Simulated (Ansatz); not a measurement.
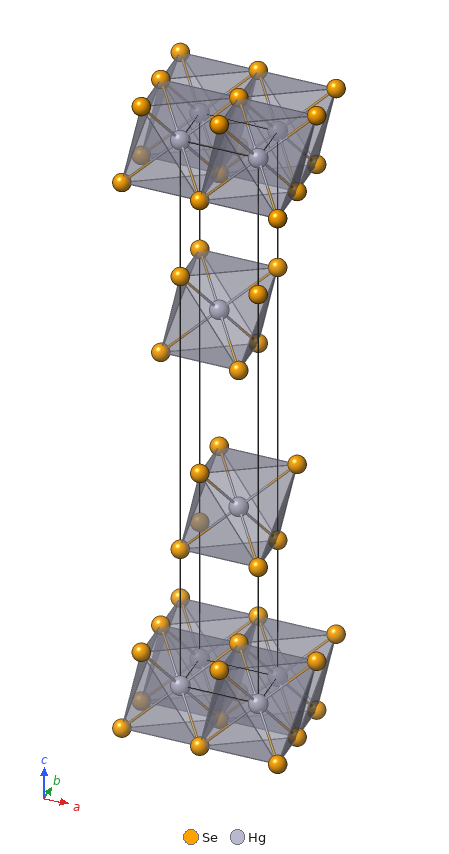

The crystal in a polyhedral representation, seen slightly off an axis. The lines enclose the conventional unit cell; boundary atoms appear with their images. Some neighbours outside the box are added. Cell: a = 3.65 Å, b = 3.65 Å, c = 20.05 Å, α = 90.00°, β = 90.00°, γ = 120.00°.

What is drawn is a generated cell, made by putting these elements into a known structure type (the compound may or may not exist in this form); it hasn't been relaxed. It went into a calculation with Ansatz.

**What is this?**

Its composition is HgSe2. It belongs to space group R-3m (No. 166) and has a rhombohedral (trigonal R) lattice. Prototype: cadmium chloride (CdCl₂) type. Counting shared atoms by their share gives 3 Hg, 6 Se, or 9 atoms. The polyhedra are HgSe6 octahedra; they share edges. Each Se atom is coordinated by three Hg in a trigonal pyramidal arrangement at about 2.7 Å. The coordination shell of Hg holds six Se in a distorted octahedral arrangement at about 2.7 Å.

Theory: DFT, PAW plane waves, HSE06, spin-orbit (Ansatz). Numerical settings: a basis cut at 420 eV, k-points about 0.50 Å⁻¹ apart, Fermi-Dirac smearing of 0.017 eV, no moments seeded, so the run stays non-magnetic, spinor wavefunctions.

**What is the band gap, if any?**

A metal: bands cross the Fermi level.

**How are the electrons shared out in a Bader analysis?**

Hg +0.40 e; Se -0.20 e.

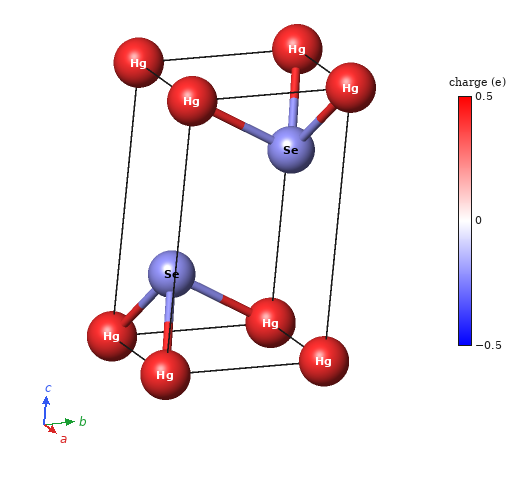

The atoms coloured by those charges. The run's cell of 3 atoms is drawn, so axes and origin can differ from the first picture.

**Does this geometry sit at a stationary point of the energy?**

No. The largest force is 0.13 eV/Å, on Se. The pressure is 1.5 GPa, so the cell would expand.

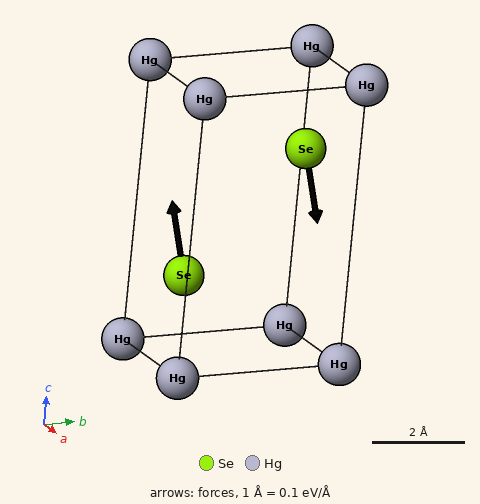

The forces as arrows. The run's cell of 3 atoms is drawn, so axes and origin can differ from the first picture.
